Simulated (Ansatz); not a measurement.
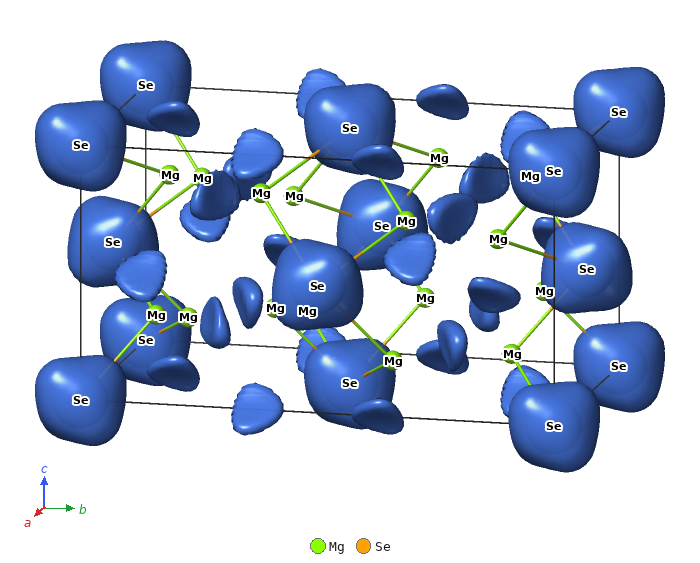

*Mg$_{4}$Se. Isosurface of the ELF at 0.75 (blue), seen slightly off an axis. Only the valence region is drawn (cores and ρ < 0.01 e/Å³ removed). Sticks mark near contacts.*

Space group Ccce; a structure from a database of computed crystals, not necessarily the ambient phase; a generated structure, not necessarily the stable one.

Theory: DFT PBE, scalar-relativistic, plane waves, PAW in Ansatz 0.2.0.

```
Mg Se
1.0
     6.52795    0.00000    0.00000
     0.00000   11.69434    0.00000
     0.00000    0.00000    6.26925
Mg Se
16 4
Direct
  0.35504 0.86120 0.81443
  0.85504 0.36120 0.81443
  0.14496 0.63880 0.81443
  0.64496 0.13880 0.81443
  0.35504 0.36120 0.68557
  0.85504 0.86120 0.68557
  0.14496 0.36120 0.18557
  0.64496 0.86120 0.18557
  0.35504 0.63880 0.31443
  0.85504 0.13880 0.31443
  0.35504 0.13880 0.18557
  0.85504 0.63880 0.18557
  0.14496 0.86120 0.31443
  0.64496 0.36120 0.31443
  0.14496 0.13880 0.68557
  0.64496 0.63880 0.68557
  0.00000 0.00000 0.00000
  0.50000 0.50000 0.00000
  0.00000 0.50000 0.50000
  0.50000 0.00000 0.50000
```

### Describe the localisation domains.

The surface consists of four regions wrapped around Se (the valence shell of each) and 16 pockets between the atoms, centred on no nucleus (multi-centre or interstitial), counted in one cell of 20 atoms. Any copies at cell faces, edges or corners count once. Profiles from the grid: Mg–Se (2.72 Å): the ELF is about 0.70 at the midpoint. Mg–Se (3.06 Å): the ELF is about 0.45 at the midpoint.

### Does the calculation make it a metal, or give it a gap?

It is gapless in this calculation (a metal or semimetal).
